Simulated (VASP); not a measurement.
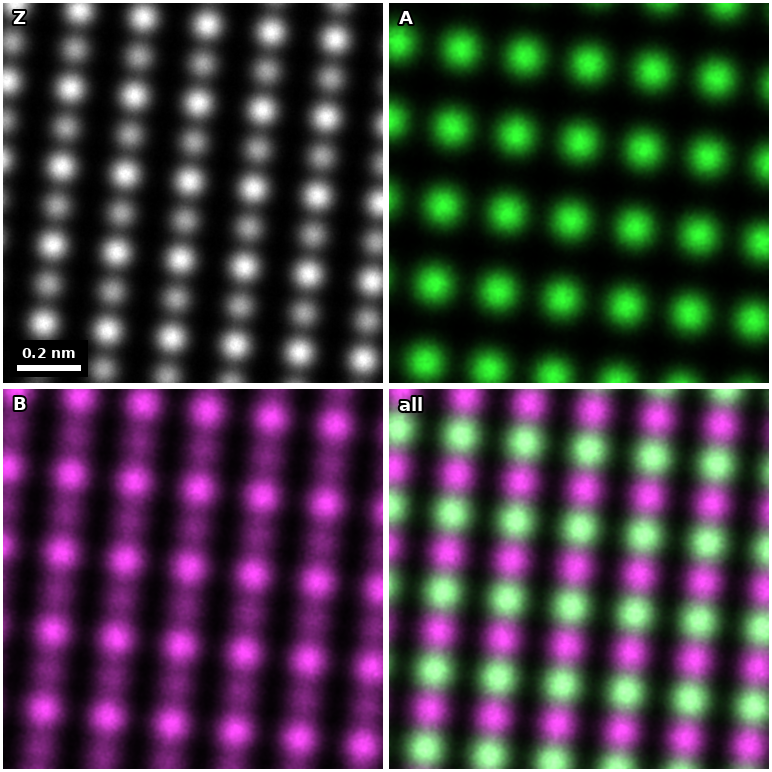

AlNi$_{3}$ (Pm-3m, No. 221) along [211]. Panel Z: The image is simulated as a sum over atoms of Z^1.6, blurred by a 0.76 Å probe (no channelling). Shot noise was added. The other panels are simulated element maps (the number of atoms of one element along the beam, blurred by 1.0 Å, with counting noise; each on its own scale, no channelling); the last overlays them. Structure used: the end point of a relaxation with VASP Kohn-Sham DFT of a periodic cell, PBEsol, VASP PAW PBE potentials, recommended (VASP).

```xyz
4
Lattice="3.5194 0.0000 0.0000 0.0000 3.5194 0.0000 0.0000 0.0000 3.5194" Properties=species:S:1:pos:R:3 pbc="T T T"
Ni    1.7597    1.7597    0.0000
Ni    1.7597    0.0000    1.7597
Ni    0.0000    1.7597    1.7597
Al    0.0000    0.0000    0.0000
```

> Which element does each lettered map show?

A: Al, B: Ni. The projected cell (2.03 × 2.49 Å, 90°) holds 2 columns: 1 of Ni and 1 of Ni + Al. Columns shared by several elements: Ni + Al.
